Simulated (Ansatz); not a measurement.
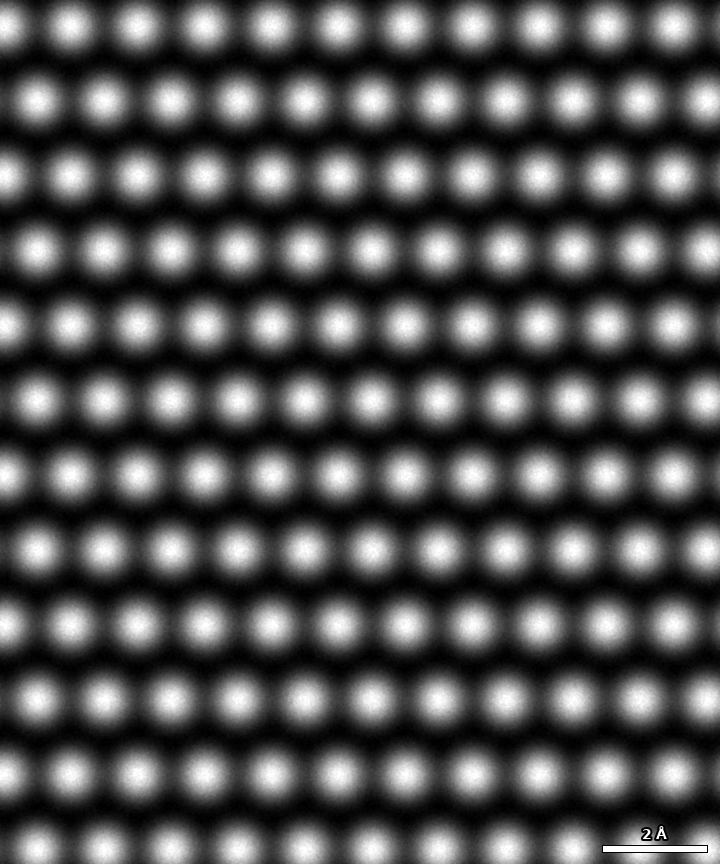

HAADF-like image of a crystal. Simulation: incoherent imaging, intensity Z^1.6 per atom, probe width 0.80 Å, thin sample. Shot noise was added.

Measure the repeat of the pattern.

Answer. The pattern repeats on a centred rectangular net of 1.3 × 2.9 Å.

Which plane group does this projection have?

Answer. c2mm: perpendicular mirror lines on a centred net, with further twofold points between them.

How many columns does the smallest repeating cell hold, and how many levels of brightness?

Answer. 1 column in the primitive cell of 1.9 Å², all of one brightness.

The crystal is Ti (Fd-3m, No. 227) seen along [210]. Structure used: coordinates from a relaxation with DFT, RPBE, plane waves (420 eV) with PAW, scalar-relativistic (Ansatz 0.2.0); the starting structure was generated, so it need not be a known form of this composition.
